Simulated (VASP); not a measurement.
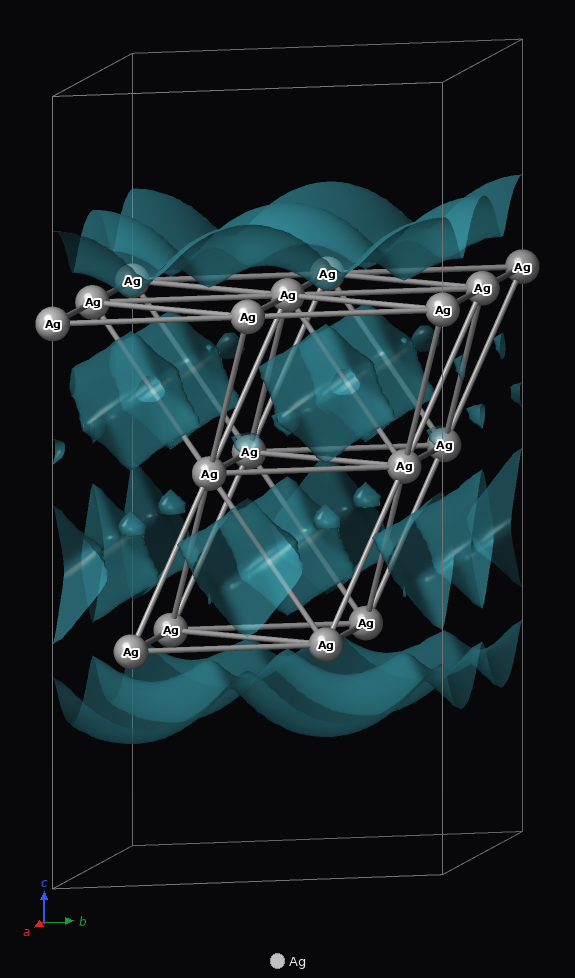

Figure 1: Ag (slab). Isosurface of the valence electron density at 0.15 e/Å³ (cyan), seen slightly off an axis. Sticks mark near contacts.

These are results of VASP, Kohn-Sham DFT of a periodic cell, PBE with D3(BJ), VASP PAW PBE potentials, recommended, not measurements.

The density is the valence pseudo-density of a PAW calculation; it isn't the true density close to the nuclei.

Question: Which contacts does the surface bridge?

Answer: At this value the density is joined into sheets; it holds about 95 % of the electrons treated as valence. It bridges the sampled Ag–Ag (2.88 Å) contacts, where the density stays above the isovalue. On the grid the lowest density along these lines, outside the cores, is 0.21 e/Å³ (Ag–Ag, 2.88 Å).
